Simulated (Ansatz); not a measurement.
# Ti: geometry relaxation

- system: Ti (Im-3m, 1 atom in the cell)
- method: DFT r2SCAN, scalar-relativistic, plane waves, PAW, no spin polarisation (Ansatz 0.2.0)

The structure derives from an entry of the Crystallography Open Database.

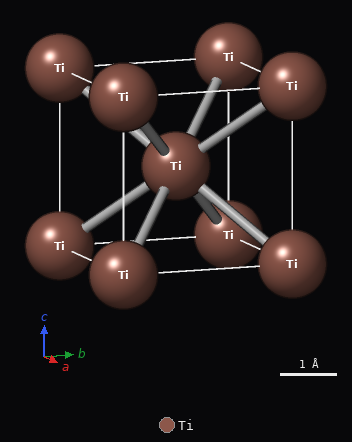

Fig. 1: The structure as given in the input (ball-and-stick view of the cell 2 times as large as that of the calculation, set on its symmetry axes, seen slightly off an axis). An atom can appear more than once, as a periodic image. Near neighbours in the periodic cell (some may lie outside the picture): Ti has 8 Ti at 2.84 Å.

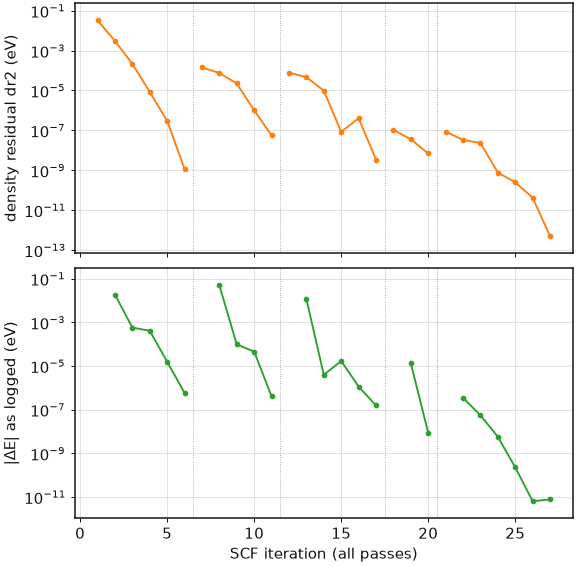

Fig. 2: Convergence of the self-consistent field: density residual dr2 and size of the energy change against the SCF iteration. The dotted lines part the SCF passes of the relaxation: geometry steps, rejected trials and re-solves on a re-selected basis. The 5 passes take 3 to 7 iterations each, 27 in all.

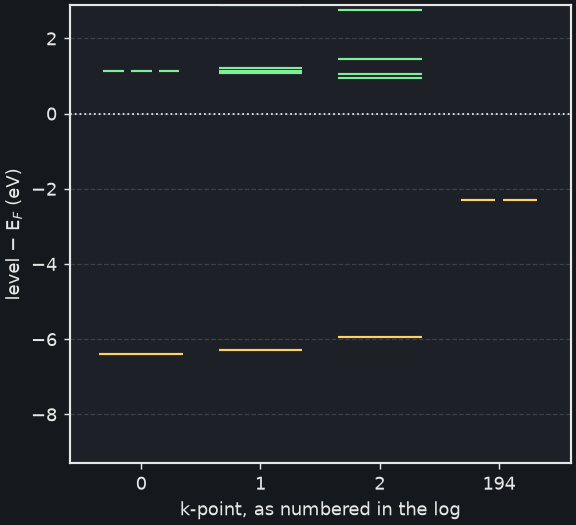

Fig. 3: Kohn–Sham levels near the Fermi level (dotted) at the few k-points that the log prints; levels within 0.02 eV of each other stand side by side. The system is metallic on the full mesh.

These pictures come from the run below.

### Input file
```yaml
crystal:
  lattice:
    - [-1.641, 1.641, 1.641]
    - [1.641, -1.641, 1.641]
    - [1.641, 1.641, -1.641]
  atoms:
    - { symbol: Ti, position: [0.0, 0.0, 0.0] }
basis:
  ecutwfc: 500
kpoints:
  mp_grid: { grid: [18, 18, 18] }
hamiltonian:
  xc: r2scan
scf:
  occupations: { method: gaussian, width: 0.1 }
output:
  forces: true
  stress: true
  eigenvalues: true
relax:
  adjacent_minimum: "off"
  f_tol: 0.005
  max_steps: 80
  cell: { stress_tol: 0.05 }
```

Command:
```bash
ansatz run input.yaml --threads 1 --pin off --max-ram 2560MiB --backend cpu --events-out ev --progress --plain --runs-dir out
```

### Log
```
Engine: ansatz 0.2.0, aarch64-unknown-linux-gnu
Pseudopotentials: kind: paw
Pseudopotential: Ti, paw, valence charge 12, recommended cutoff 500 eV (meta_gga), Ti.paw.azcp
Functional definition: r2SCAN
  parameter k0 = 0.174
  parameter k1 = 0.065
  parameter a1 = 4.9479
  exchange = r2scan_x(k0 = k0, k1 = k1, a1 = a1)
  correlation = r2scan_c
Crystal: 1 atoms, lattice volume = 17.676 Å³
Basis set: ecut = 500 eV, 429 PW (Γ), exchange–correlation on 96×96×96 points (64 copies of the dense FFT grid, shifted against one another)
Bands: 10, of which v1, the nominal top of the filled ones, is band 6 counted from 1 (5 counted from 0)
Symmetry: 48 space group operations
Space group: Im-3m (ITA 229), of the structure as read, at distance tolerance 2.6e-5 Å
k-points: 195 of 5832
Non-local potential: Ti, projectors of the file, l = 0: 3, l = 1: 2, l = 2: 3, l = 3: 1
PAW form: soft (Blöchl's): semilocal exchange-correlation on the pseudo side does not see the compensation charge
PAW frozen core: Ti, regenerated for the run's functional (the file was generated under x = pbe(κ = 0.804, μ = 0.2195149727645171), c = pbe(β = 0.06672455060314922))
PAW one-centre angular grid: Ti, 590 points (default); XC on 160 Gauss nodes
Initial density: superposition of atomic densities (neutral atoms: chi_scale 0, normalization atom), corrected by the library's trained network
Initial wavefunctions: pseudopotential atomic-orbital guess
Functional: x = r2scan, c = r2scan; τ floored in thin density (d = 2e-4 eV/Å³)
SCF iter   1: F=—  HF=-2504.216370 eV  |F-HF|=—  |Δ(HF+E_count)|=         —  Δρ=1.46e-2  dr2=3.28e-2  dr2_τ=6.24e-3  ethr=1.77e-3  ⟨swp⟩=4.6  Hψ=10729  notcnv=0
preconditioner: auto → none  [metal: Δε(μ)=0.011 eV  Ē_g=4.428 eV  σ=0.100 eV  W_gap=0.06  n_scr=0 (ndim 8)  ℏωp=17.7 eV  f_vac=0.000  D(μ)=2.09/eV (n_scr^D=18)]
SCF iter   2: F=—  HF=-2504.235004 eV  |F-HF|=—  |Δ(HF+E_count)|=   1.86e-2  Δρ=4.91e-3  dr2=3.02e-3  dr2_τ=7.59e-4  ethr=2.73e-4  ⟨swp⟩=2.7  Hψ=5173  notcnv=0  defer=23
SCF iter   3: F=—  HF=-2504.234433 eV  |F-HF|=—  |Δ(HF+E_count)|=   5.71e-4  Δρ=1.91e-3  dr2=2.15e-4  dr2_τ=6.19e-5  ethr=2.52e-5  ⟨swp⟩=2.9  Hψ=3757  notcnv=0  defer=23
SCF iter   4: F=—  HF=-2504.234842 eV  |F-HF|=—  |Δ(HF+E_count)|=   4.09e-4  Δρ=2.99e-4  dr2=8.44e-6  dr2_τ=7.40e-7  ethr=1.79e-6  ⟨swp⟩=2.0  Hψ=2932  notcnv=0  defer=23
SCF iter   5: F=—  HF=-2504.234858 eV  |F-HF|=—  |Δ(HF+E_count)|=   1.57e-5  Δρ=5.77e-5  dr2=2.96e-7  dr2_τ=1.02e-8  ethr=7.03e-8  ⟨swp⟩=2.7  Hψ=2975  notcnv=0  defer=23
SCF iter   6: F=-2504.234859 eV  HF=-2504.234859 eV  |F-HF|=1.20e-9  |Δ(HF+E_count)|=   5.75e-7  Δρ=3.96e-6  dr2=1.15e-9  dr2_τ=1.55e-10  ethr=8.33e-10  ⟨swp⟩=5.4  Hψ=8690  notcnv=0
SCF 1 converged in 6 iterations: F = -2504.234859 eV  dr2 = 1.15e-9
  greatest PAW one-centre occupation: 1.000 electrons in one spin orbital (limit 2), on the Ti atom at site 0 (counted from 0), in its partial waves of l = 1
relax step   1: F+E_penalty+E_count = -2504.23485866 eV  Δ(F+E_penalty+E_count) = +0.000e0 eV  max|allowed force component| = 0.000e0 eV/Å  Δτ_max = 0.0000 Å  P = -2.962 GPa  Ω = 17.676 Å³  (6 SCF iters, dr2 threshold 1.00e-7 eV, accepted)
Crystal: 1 atoms, lattice volume = 16.731 Å³
Initial density: handed on by an earlier stage of this run
Initial wavefunctions: those handed on with the density
iter 1 solved again at ethr=1.07e-6 eV; its pass at ethr=3.10e-3 eV (dr2=1.29e-4 eV) is discarded
SCF iter   1: F=—  HF=-2504.186114 eV  |F-HF|=—  |Δ(HF+E_count)|=         —  Δρ=1.29e-3  dr2=1.42e-4  dr2_τ=2.25e-2  ethr=1.07e-6  ⟨swp⟩=1.8  Hψ=13334  notcnv=0
preconditioner: auto → none  [metal: Δε(μ)=0.020 eV  Ē_g=4.581 eV  σ=0.100 eV  W_gap=0.11  n_scr=0 (ndim 8)  ℏωp=18.2 eV  f_vac=0.000  D(μ)=1.88/eV (n_scr^D=18)]
SCF iter   2: F=—  HF=-2504.235296 eV  |F-HF|=—  |Δ(HF+E_count)|=   4.92e-2  Δρ=9.41e-4  dr2=7.49e-5  dr2_τ=8.92e-6  ethr=1.07e-6  ⟨swp⟩=3.3  Hψ=4414  notcnv=0
SCF iter   3: F=—  HF=-2504.235392 eV  |F-HF|=—  |Δ(HF+E_count)|=   9.65e-5  Δρ=5.03e-4  dr2=2.23e-5  dr2_τ=1.51e-6  ethr=6.24e-7  ⟨swp⟩=2.1  Hψ=2828  notcnv=0
SCF iter   4: F=—  HF=-2504.235437 eV  |F-HF|=—  |Δ(HF+E_count)|=   4.54e-5  Δρ=7.84e-5  dr2=9.95e-7  dr2_τ=8.21e-8  ethr=1.86e-7  ⟨swp⟩=2.0  Hψ=2937  notcnv=0
SCF iter   5: F=-2504.235438 eV  HF=-2504.235438 eV  |F-HF|=2.33e-8  |Δ(HF+E_count)|=   4.03e-7  Δρ=2.83e-5  dr2=5.60e-8  dr2_τ=4.12e-9  ethr=8.33e-10  ⟨swp⟩=2.1  Hψ=7084  notcnv=0
SCF 2 converged in 5 iterations: F = -2504.235438 eV  dr2 = 5.60e-8
relax step   2: F+E_penalty+E_count = -2504.23543785 eV  Δ(F+E_penalty+E_count) = -5.792e-4 eV  max|allowed force component| = 0.000e0 eV/Å  Δτ_max = 0.0000 Å  P = +3.200 GPa  Ω = 16.731 Å³  energy of the carried Pulay correction = +5.383e-4 eV  (5 SCF iters, dr2 threshold 1.00e-7 eV, accepted)
Crystal: 1 atoms, lattice volume = 17.209 Å³
iter 1 solved again at ethr=5.10e-7 eV; its pass at ethr=3.10e-3 eV (dr2=6.12e-5 eV) is discarded
SCF iter   1: F=—  HF=-2504.228079 eV  |F-HF|=—  |Δ(HF+E_count)|=         —  Δρ=7.96e-4  dr2=7.76e-5  dr2_τ=6.18e-3  ethr=5.10e-7  ⟨swp⟩=1.9  Hψ=13758  notcnv=0
preconditioner: auto → none  [metal: Δε(μ)=0.007 eV  Ē_g=4.414 eV  σ=0.100 eV  W_gap=0.04  n_scr=0 (ndim 8)  ℏωp=17.9 eV  f_vac=0.000  D(μ)=1.99/eV (n_scr^D=18)]
SCF iter   2: F=—  HF=-2504.239655 eV  |F-HF|=—  |Δ(HF+E_count)|=   1.16e-2  Δρ=6.85e-4  dr2=4.63e-5  dr2_τ=3.42e-6  ethr=5.10e-7  ⟨swp⟩=2.9  Hψ=3356  notcnv=0
SCF iter   3: F=—  HF=-2504.239659 eV  |F-HF|=—  |Δ(HF+E_count)|=   3.91e-6  Δρ=3.32e-4  dr2=9.71e-6  dr2_τ=4.32e-7  ethr=3.86e-7  ⟨swp⟩=2.4  Hψ=2782  notcnv=0
SCF iter   4: F=—  HF=-2504.239676 eV  |F-HF|=—  |Δ(HF+E_count)|=   1.69e-5  Δρ=4.38e-5  dr2=8.33e-8  dr2_τ=5.10e-8  ethr=8.33e-10  ⟨swp⟩=3.7  Hψ=9784  notcnv=0
SCF iter   5: F=—  HF=-2504.239677 eV  |F-HF|=—  |Δ(HF+E_count)|=   1.14e-6  Δρ=7.10e-5  dr2=4.07e-7  dr2_τ=1.89e-8  ethr=6.94e-10  ⟨swp⟩=5.1  Hψ=8606  notcnv=0
SCF iter   6: F=-2504.239677 eV  HF=-2504.239677 eV  |F-HF|=2.55e-11  |Δ(HF+E_count)|=   1.55e-7  Δρ=5.82e-6  dr2=3.44e-9  dr2_τ=1.27e-10  ethr=6.94e-10  ⟨swp⟩=2.1  Hψ=7076  notcnv=0
SCF 3 converged in 6 iterations: F = -2504.239677 eV  dr2 = 3.44e-9
relax step   3: F+E_penalty+E_count = -2504.23967731 eV  Δ(F+E_penalty+E_count) = -4.239e-3 eV  max|allowed force component| = 0.000e0 eV/Å  Δτ_max = 0.0000 Å  P = -0.105 GPa  Ω = 17.209 Å³  energy of the carried Pulay correction = +2.600e-4 eV  (6 SCF iters, dr2 threshold 1.00e-7 eV, accepted)
Crystal: 1 atoms, lattice volume = 17.192 Å³
iter 1 solved again at ethr=5.56e-10 eV; its pass at ethr=3.10e-3 eV (dr2=6.68e-8 eV) is discarded
SCF iter   1: F=—  HF=-2504.239679 eV  |F-HF|=—  |Δ(HF+E_count)|=         —  Δρ=3.09e-5  dr2=1.06e-7  dr2_τ=6.68e-6  ethr=5.56e-10  ⟨swp⟩=2.0  Hψ=12758  notcnv=0
preconditioner: auto → none  [metal: Δε(μ)=0.015 eV  Ē_g=4.435 eV  σ=0.100 eV  W_gap=0.09  n_scr=0 (ndim 8)  ℏωp=17.9 eV  f_vac=0.000  D(μ)=1.97/eV (n_scr^D=18)]
SCF iter   2: F=—  HF=-2504.239692 eV  |F-HF|=—  |Δ(HF+E_count)|=   1.32e-5  Δρ=1.93e-5  dr2=3.51e-8  dr2_τ=3.61e-9  ethr=5.56e-10  ⟨swp⟩=2.9  Hψ=3370  notcnv=0
SCF iter   3: F=-2504.239692 eV  HF=-2504.239692 eV  |F-HF|=1.49e-8  |Δ(HF+E_count)|=   8.68e-9  Δρ=8.92e-6  dr2=6.95e-9  dr2_τ=2.74e-10  ethr=2.28e-10  ⟨swp⟩=4.8  Hψ=8404  notcnv=0
SCF 4 converged in 3 iterations: F = -2504.239692 eV  dr2 = 6.95e-9
relax step   4: F+E_penalty+E_count = -2504.23969174 eV  Δ(F+E_penalty+E_count) = -1.443e-5 eV  max|allowed force component| = 0.000e0 eV/Å  Δτ_max = 0.0000 Å  P = +0.002 GPa  Ω = 17.192 Å³  energy of the carried Pulay correction = +2.692e-4 eV  (3 SCF iters, dr2 threshold 2.74e-8 eV, accepted)
Initial wavefunctions: pseudopotential atomic-orbital guess (no wavefunctions were taken with the density)
iter 1 solved again at ethr=1.73e-8 eV; its pass at ethr=3.10e-3 eV (dr2=2.07e-6 eV) is discarded
SCF iter   1: F=—  HF=-2504.239443 eV  |F-HF|=—  |Δ(HF+E_count)|=         —  Δρ=6.77e-5  dr2=8.60e-8  dr2_τ=1.02e-6  ethr=1.73e-8  ⟨swp⟩=2.7  Hψ=15239  notcnv=0
preconditioner: auto → none  [metal: Δε(μ)=0.015 eV  Ē_g=4.435 eV  σ=0.100 eV  W_gap=0.08  n_scr=0 (ndim 8)  ℏωp=17.9 eV  f_vac=0.000  D(μ)=1.97/eV (n_scr^D=18)]
SCF iter   2: F=—  HF=-2504.239442 eV  |F-HF|=—  |Δ(HF+E_count)|=   3.47e-7  Δρ=3.40e-5  dr2=3.30e-8  dr2_τ=3.75e-8  ethr=7.17e-10  ⟨swp⟩=2.0  Hψ=2824  notcnv=0
SCF iter   3: F=—  HF=-2504.239442 eV  |F-HF|=—  |Δ(HF+E_count)|=   5.52e-8  Δρ=1.25e-5  dr2=2.31e-8  dr2_τ=1.29e-9  ethr=2.75e-10  ⟨swp⟩=2.5  Hψ=2943  notcnv=0
SCF iter   4: F=—  HF=-2504.239442 eV  |F-HF|=—  |Δ(HF+E_count)|=   5.69e-9  Δρ=2.29e-6  dr2=7.65e-10  dr2_τ=5.39e-11  ethr=1.92e-10  ⟨swp⟩=2.8  Hψ=3158  notcnv=0
SCF iter   5: F=—  HF=-2504.239442 eV  |F-HF|=—  |Δ(HF+E_count)|=  2.27e-10  Δρ=1.13e-6  dr2=2.46e-10  dr2_τ=1.68e-11  ethr=6.37e-12  ⟨swp⟩=2.0  Hψ=3128  notcnv=0
SCF iter   6: F=—  HF=-2504.239442 eV  |F-HF|=—  |Δ(HF+E_count)|=  6.37e-12  Δρ=4.58e-7  dr2=4.16e-11  dr2_τ=5.02e-13  ethr=2.05e-12  ⟨swp⟩=2.5  Hψ=2686  notcnv=0
SCF iter   7: F=-2504.239442 eV  HF=-2504.239442 eV  |F-HF|=0.00e0  |Δ(HF+E_count)|=  7.73e-12  Δρ=5.01e-8  dr2=4.90e-13  dr2_τ=8.89e-15  ethr=1.00e-12  ⟨swp⟩=4.7  Hψ=6598  notcnv=0
SCF 5 converged in 7 iterations: F = -2504.239442 eV  dr2 = 4.90e-13
relax step   5: F+E_penalty+E_count = -2504.23944227 eV  Δ(F+E_penalty+E_count) = +2.495e-4 eV  max|allowed force component| = 0.000e0 eV/Å  Δτ_max = 0.0000 Å  P = -0.014 GPa  Ω = 17.192 Å³  stress off target by 1.40e-2 GPa  SCF on the basis re-selected at this cell (its energy is not comparable with the rows above)  (7 SCF iters)
basis re-selected at this cell: Δ(F+E_penalty+E_count) = +2.495e-4 eV, ΔP = -0.016 GPa vs the last step (what re-selecting the basis moved, of the pressure what is left beyond the Pulay correction that the steps carried, after the strain that the cell walked since its last selection, with what the two solves' SCF thresholds leave and, on support functions, any second-order correction that the steps lacked; it is no measure of the basis error at this ecutwfc). This SCF's stress stands 1.40e-2 GPa from its target on what of the cell is left free (relax.cell.stress_tol is 5.00e-2 GPa) and its largest allowed force component is 0.00e0 eV/Å (relax.f_tol is 5.00e-3 eV/Å): within both
SCF converged after 7 iterations
Free energy (F): -2504.239442 eV
Harris-Foulkes:  -2504.239442 eV  (|F-HF|=0.00e0)
Internal energy: -2504.229584 eV  (E = F + TS)
E sigma→0 (E₀):  -2504.234513 eV
Entropy (-TS):   -0.009858 eV (-9.858 meV/atom)
Fermi energy:    13.295063 eV
--- Per-component energies (eV) ---
  E_band       = -168.111395
  E_kinetic    = 272.801038
  E_local      = -804.152319  (includes V_loc(G=0)·N_el)
  E_nonlocal   = 7.594701
  E_hartree    = 329.798719
  E_xc         = -92.823440
  E_vxc        = -132.713864  (∫ρ·V_xc dr)
  E_paw        = -1056.891008  (= ΣΔE_a)
  E_vpaw       = -180.389852  (= ΣTr[D̂ρ^β])
  E_aug_tail   = 0.000090  (compensation charges beyond the density's cutoff)
  E_vtau       = 9.151348  (kinetic-family band-sum trace: ∫τ·v_τ [+ j·A + Jᵃ·Aᵃ] dr)
  E_ewald      = -1160.303909
  E_core_change = -0.253457  (= ΣΔE_core)
  E_smearing   = -0.009858  (= −TS)
  E_closure    = 0.000000  (closes the sum)
  Σ components = -2504.239442   (vs F -2504.239442, Δ=0.00e0)
--- Forces (eV/Å), atoms counted from 1 ---
  atom   1  Ti    -0.00000000     0.00000000     0.00000000
  max |Σ_I F_I| component: 3.29e-32 eV/Å
--- Stress (GPa, compression-positive) ---
       -0.014007       0.000000       0.000000
        0.000000      -0.014007       0.000000
       -0.000000      -0.000000      -0.014007
  P = ⅓ Tr σ = -0.0140 GPa (-0.140 kbar)
--- Band table (eV; the first three rows and the last of 195) ---
  k-point 0: bands = ["-45.6159", "-20.3971", "-20.3971", "-20.3971", "6.9050", "14.4405", "14.4405", "14.4405", "16.2430", "16.2430"]
  k-point 1: bands = ["-45.6116", "-20.4198", "-20.4039", "-20.3973", "7.0168", "14.3880", "14.4248", "14.5203", "16.1807", "16.2458"]
  k-point 2: bands = ["-45.5994", "-20.4845", "-20.4234", "-20.3978", "7.3447", "14.2399", "14.3565", "14.7550", "16.0394", "16.2565"]
  k-point 194: bands = ["-45.3758", "-20.8824", "-20.8824", "-20.8824", "10.9932", "10.9932", "17.4586", "17.4586", "17.4586", "22.1548"]
--- Relaxed structure (4 steps of the walk, 4 accepted, 1 SCFs on fresh bases) ---
  F+E_penalty+E_count = -2504.23944227 eV   max|allowed force component| = 0.000e0 eV/Å   (the final SCF, on the basis selected at the relaxed cell)
  cell:  # Å, volume = 17.1924 Å³
    - [-1.6258948704094642, 1.6258948704094642, 1.6258948704094642]
    - [1.6258948704094642, -1.6258948704094642, 1.6258948704094642]
    - [1.6258948704094642, 1.6258948704094642, -1.6258948704094642]
  atoms:
    - { symbol: Ti, position: [0.0, 0.0, 0.0] }
```

### Trajectory as extended XYZ (Å, eV, eV/Å), 5 frames, from step=1 to step=5
```
1
Lattice="-1.6410 1.6410 1.6410 1.6410 -1.6410 1.6410 1.6410 1.6410 -1.6410" Properties=species:S:1:pos:R:3:forces:R:3 step=1 energy=-2504.23486 pressure_GPa=-2.96
Ti    0.0000    0.0000    0.0000    0.0000   0.0000   0.0000
1
Lattice="-1.6112 1.6112 1.6112 1.6112 -1.6112 1.6112 1.6112 1.6112 -1.6112" Properties=species:S:1:pos:R:3:forces:R:3 step=2 energy=-2504.23544 pressure_GPa=3.20
Ti    0.0000    0.0000    0.0000    0.0000   0.0000   0.0000
1
Lattice="-1.6264 1.6264 1.6264 1.6264 -1.6264 1.6264 1.6264 1.6264 -1.6264" Properties=species:S:1:pos:R:3:forces:R:3 step=3 energy=-2504.23968 pressure_GPa=-0.10
Ti    0.0000    0.0000    0.0000    0.0000   0.0000   0.0000
1
Lattice="-1.6259 1.6259 1.6259 1.6259 -1.6259 1.6259 1.6259 1.6259 -1.6259" Properties=species:S:1:pos:R:3:forces:R:3 step=4 energy=-2504.23969 pressure_GPa=0.00
Ti    0.0000    0.0000    0.0000    0.0000   0.0000   0.0000
1
Lattice="-1.6259 1.6259 1.6259 1.6259 -1.6259 1.6259 1.6259 1.6259 -1.6259" Properties=species:S:1:pos:R:3:forces:R:3 step=5 energy=-2504.23944 pressure_GPa=-0.01
Ti    0.0000    0.0000    0.0000    0.0000   0.0000   0.0000
```

### Summary

```tsv
quantity	value
outcome	converged
space group (tolerance 0.01 Å)	Im-3m (229)
electrons treated	12
free energy	−2504.2394 eV
Fermi energy	13.295 eV
gap on the k-point mesh	none (metallic)
pressure	−0.01 GPa
final volume	17.19 Å³
largest force (length of the vector) at the end	under 0.001 eV/Å
final cell	a = 2.816 Å, b = 2.816 Å, c = 2.816 Å, α = 109.47°, β = 109.47°, γ = 109.47°
hardware	1 thread of Arm Neoverse V2, 24 GiB of memory available, shared host
wall time	22 s
peak memory	0.36 GiB
```
